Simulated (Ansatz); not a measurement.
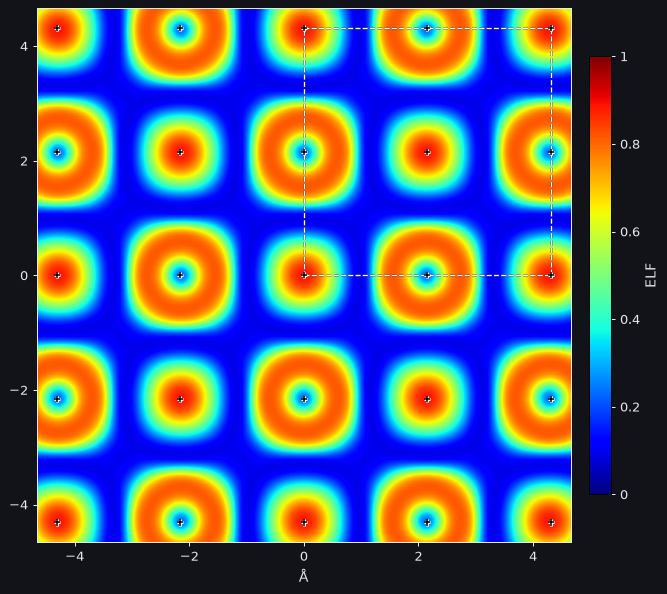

The ELF on a plane through atoms (crosses mark nuclei in the plane).

The calculation used Ansatz 0.2.0, Kohn-Sham DFT of a periodic cell, PBE, Ansatz PAW.

Candidates:
A. Sc, a = 3.86 Å, b = 3.86 Å, c = 3.46 Å, α = 90.00°, β = 90.00°, γ = 90.00°. Space group I4/mmm; a structure from a database of computed crystals, not necessarily the ambient phase.
B. Co, a = 3.54 Å, b = 3.54 Å, c = 3.54 Å, α = 90.00°, β = 90.00°, γ = 90.00°. Space group Fm-3m; a structure from a database of computed crystals, not necessarily the ambient phase; computed pressure about −3 GPa in this cell; spin-polarised.
C. FeO, a = 4.31 Å, b = 4.31 Å, c = 4.31 Å, α = 90.00°, β = 90.00°, γ = 90.00°. Space group Fm-3m; spin-polarised.

Which candidate gave the map?

Candidate C: FeO on the (010) plane of the conventional cell, which holds Fe and O. Fe–O (2.16 Å): the ELF peaks at about 0.80 in the valence shell of O, 0.6 Å from its nucleus, and is about 0.15 at the midpoint (no localised pair shows between them).
